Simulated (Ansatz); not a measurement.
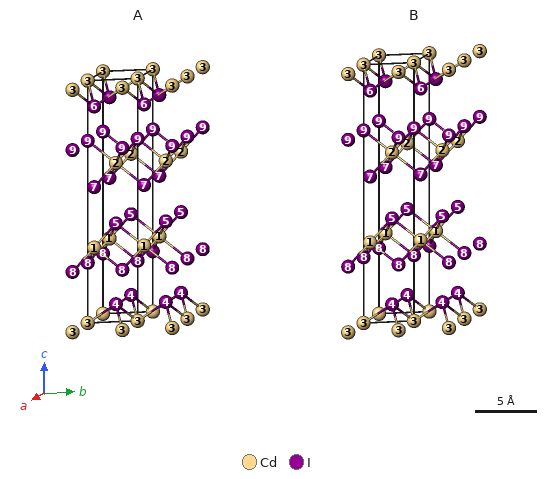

Two geometries of solid CdI₂ (built on the database structure type), drawn at one scale. One is the start of a relaxation, the other its converged end. A ball-and-stick model of the cell of the calculation, repeated 2 × 2 × 1 with one cell outlined, seen slightly off an axis.

Computed with DFT, PBE-D3(BJ), plane waves, PAW in Ansatz. (plane-wave cutoff 420 eV; k-point mesh 6 × 6 × 2; occupations fermi dirac; smearing width 0.02 eV; no spin polarisation; cell and atoms relaxed; force threshold 0.005 eV/Å)

**Which one is relaxed?**

Structure A is the relaxed one. The largest moves relative to the cell, 0.12 Å, are those of I8 and I9. I9 goes along +c. Cd stays in place. Cell: a = b 4.289 → 4.244 Å (−1.1 %), c 21.847 → 20.496 Å (−6.2 %). Volume −8.1 %. Some distances before and after: Cd3–I4 3.017 → 2.999 Å, Cd1–I5 3.013 → 2.999 Å. The space group stays P-3m1 (No. 164). After 4 accepted moves (5 points after the start) the energy has fallen by 10.3 meV per atom. Largest force component: 0.051 eV/Å at the start, 0.00091 eV/Å at the end. The pressure goes from −0.69 to 0.00 GPa. At 1 point the geometry stayed and the basis and grid were re-selected for the new cell (energy shift of 0.5 meV per atom at most each time). The run took 54 s on 2 threads of AMD EPYC 7R13 Processor (Zen 3), on a shared host, peak memory 1 GiB.
